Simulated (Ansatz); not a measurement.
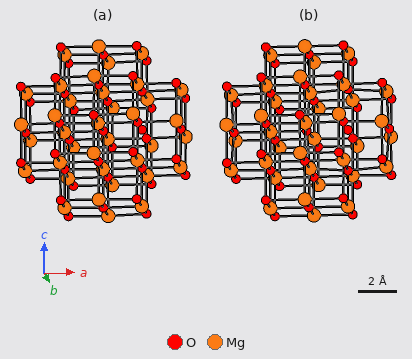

The structure of a defect cell of composition O$_{33}$Mg$_{31}$ (cell charge −1) before (left) and after (right) a relaxation, at one scale.

The picture is a ball-and-stick view of the atoms within 5.8 Å of the atom that moves most (axes of the cell of the calculation (origin shifted)), seen from a free direction.

Computed with Ansatz, DFT, PBEsol, PAW, plane waves. Settings: plane-wave cutoff 420 eV; k-point mesh 1 × 1 × 1; mesh shifted by (0.25, 0.25, 0.25); collinear spin; atoms relaxed in a fixed cell; force threshold 0.03 eV/Å; at most 80 steps.

Summarise the run.

Answer. The largest move is that of an O atom, 0.15 Å along −a. By element the largest moves are O 0.15 Å, Mg 0.09 Å. The cell stays as it was. Among the contacts that change: Mg–O 2.132 → 1.975 Å, Mg–O 2.110 → 1.975 Å, Mg–O 2.040 → 2.122 Å, Mg–O 2.157 → 2.082 Å. Bond angles that change, for instance: O–Mg–O 88.3° → 99.0°, O–Mg–O 88.6° → 99.0°, O–Mg–O 89.8° → 99.0°. After 3 geometry steps the energy has fallen by 1.799 eV per cell of the calculation. Largest force component: 2.5 eV/Å at the start, 0.0069 eV/Å at the end. The run took 4.6 s on 1 × NVIDIA GB300 Max-Q with 8 threads of Arm Neoverse-V2, peak memory 1.7 GiB.

Limits of the set-up: the periodic images lie only 8.4 Å apart, so the values are limited by the cell's size; the cell is charged, on a uniform background, and energies carry no finite-size correction.
